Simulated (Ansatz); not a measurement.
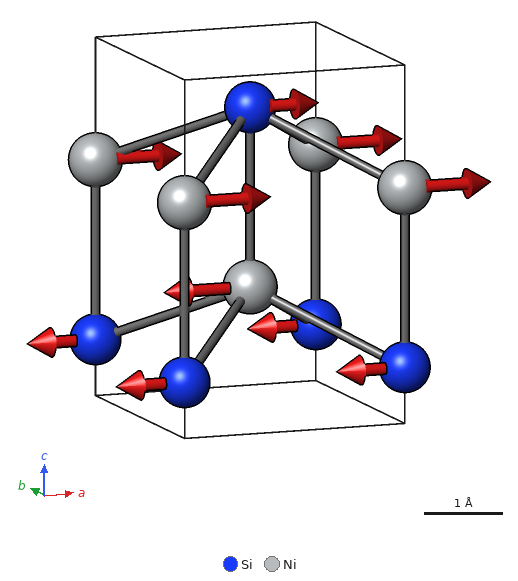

The lowest optical mode of a crystal of SiNi, space group Pmmn (No. 59), at the zone centre. The red arrows give the relative displacements of the atoms. A ball-and-stick model of the cell of the calculation, seen slightly off an axis.

Theory: DFT PBE, scalar-relativistic, plane waves, PAW (Ansatz 0.2.0). (plane-wave cutoff 420 eV; k-point mesh 14 × 12 × 10; occupations fermi dirac; smearing width 0.15 eV; no spin polarisation)

The frequencies depend somewhat on the k-mesh and the smearing.

**Is the structure stable against all modes at this point?**

Yes: this softest mode has a real frequency, and so have all others here. That speaks for this wave vector alone: the rest of the zone wasn't checked in this run. This is the B₂g mode at 5.23 THz, the lowest optical level, Raman-active by symmetry. All motion is along a; atoms of one kind move against one another, with no net shift of any sublattice; it mainly bends the Ni–Si bonds; the kinetic energy is shared as Ni 79 %, Si 21 %.

Limits of the set-up: an element that often carries a moment was run without spin polarisation.
